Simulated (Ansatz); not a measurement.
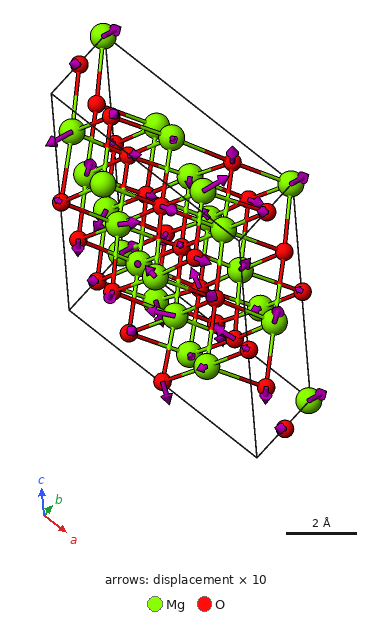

This is a relaxation of solid MgO (set up in P1). The starting structure is drawn; purple arrows show the displacements, magnified 10 times.

Style: ball-and-stick. Shown: the cell of the calculation, slightly off an axis.

All numbers below come from Ansatz 0.2.0, DFT PBE, scalar-relativistic, plane waves, PAW. (plane-wave cutoff 420 eV; k-point mesh 2 × 2 × 2; occupations gaussian; smearing width 0.02 eV; mesh shifted by (0.5, 0.5, 0.5); no spin polarisation; atoms relaxed in a fixed cell; force threshold 0.03 eV/Å; at most 25 steps)

**What did the optimiser do to the structure, and how much energy did it gain?**

The atom that moves furthest is a Mg atom (0.095 Å along [−2 −3 −2]). By element the largest moves are Mg 0.095 Å, O 0.084 Å. The cell stays as it was. Among the contacts that change: Mg–O 2.240 → 2.128 Å, Mg–O 2.021 → 2.126 Å, Mg–O 2.219 → 2.127 Å, Mg–O 2.051 → 2.126 Å. Among the angles between lasting bonds that change: O–Mg–O 173.5° → 179.9°, O–Mg–O 174.1° → 180.0°, Mg–O–Mg 174.4° → 180.0°. The space group (tolerance 0.01 Å) goes from P1 (No. 1) to Fm-3m (No. 225). After 2 accepted moves (3 points after the start) the energy has fallen by 19.4 meV per atom. Largest force component: 0.87 eV/Å at the start, 0.0065 eV/Å at the end. 1 step only repeated the SCF at the same geometry. The run took 29 s on 8 threads of Intel(R) Xeon(R) Processor @ 2.50GHz (Skylake/Cascade Lake) (shared host), peak memory 1.2 GiB.
